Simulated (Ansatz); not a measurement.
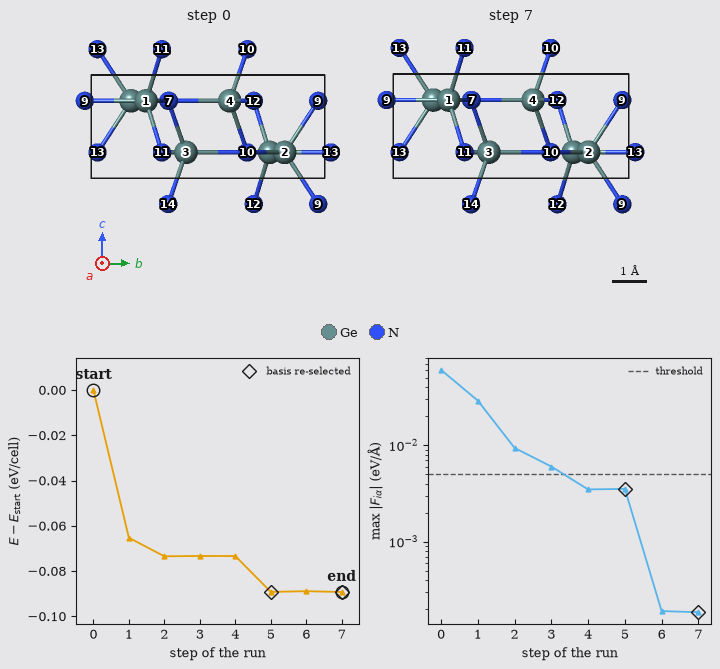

First and last geometry of a relaxation of solid Ge₃N₄ (built on the database structure type), with the history of the run. The picture is a ball-and-stick view of the cell of the calculation, seen along the a axis.

Computed with DFT, PBE, plane waves, PAW (Ansatz). Set-up: plane-wave cutoff 420 eV; k-point mesh 6 × 6 × 8; occupations fermi dirac; smearing width 0.02 eV; no spin polarisation; cell and atoms relaxed; force threshold 0.005 eV/Å.

> Read the history and describe the run.

It converged. The atoms keep their places relative to the cell (all moves are under 0.005 Å). Cell: a = b 8.051 → 8.129 Å (+1.0 %), c 3.084 → 3.114 Å (+1.0 %). Volume +3.0 %. Some distances before and after: Ge–N 1.846 → 1.864 Å, Ge–N 1.834 → 1.852 Å. The space group stays P6_3/m (No. 176). The energy falls by 89.2 meV per cell of the calculation in 5 accepted moves (7 points after the start). Largest force component: 0.061 eV/Å at the start, 0.00018 eV/Å at the end. The pressure goes from 5.72 to 0.00 GPa. The SCF was repeated twice at an unchanged geometry on a basis and grid sized afresh for the cell, which shifted the energy by 15.8 meV per cell of the calculation at most. The run took 42 s on 1 × NVIDIA H100 80GB HBM3 with 2 threads of AMD EPYC 7R13 Processor (Zen 3), on a shared host, peak memory 1.3 GiB.
